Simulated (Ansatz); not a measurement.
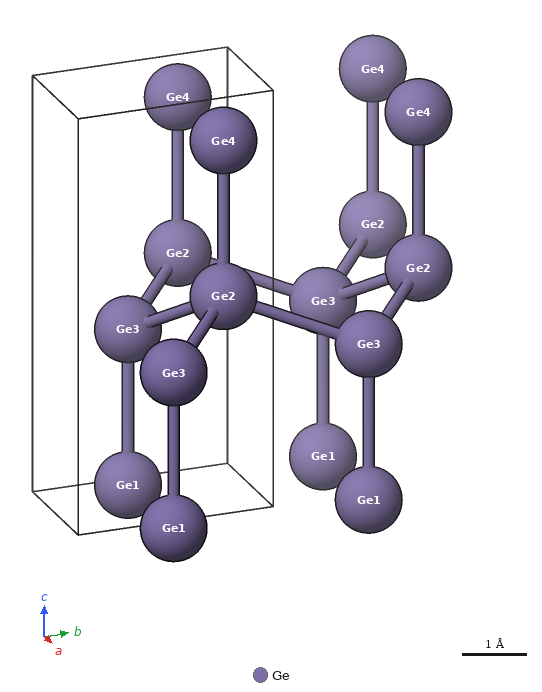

This is crystalline Ge (set up in P6_3/mmc). The picture is a ball-and-stick view of the cell of the calculation, repeated 2 × 2 × 1 with one cell outlined, seen slightly off an axis.

The calculation used DFT r2SCAN, scalar-relativistic, plane waves, PAW (Ansatz 0.2.0). (plane-wave cutoff 500 eV; occupations gaussian; no spin polarisation) The k-mesh is chosen for each cell (12×12×6, 12×12×8). Smearing widths differ between the runs.

Now this is done to it. Every germanium atom is replaced by arsenic, which gives As. Cell and atoms are relaxed again (to zero pressure within 0.1 GPa, forces under 0.01 eV/Å).

> What does the calculation give for the changed structure?

The volume per atom goes from 22.82 to 26.17 Å³. The volume changes by +14.7 %, with a = b 3.996 → 4.587 Å (+14.8 %), c 6.603 → 5.746 Å (−13.0 %). The space group stays P6_3/mmc (No. 194).

The changed structure in the same view:

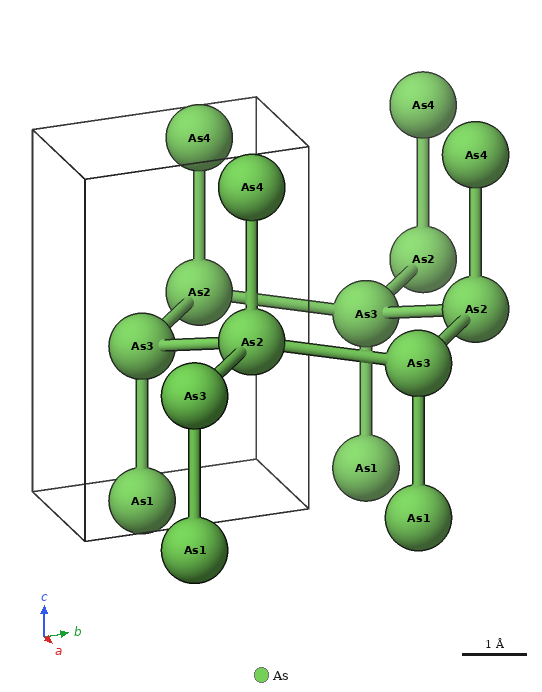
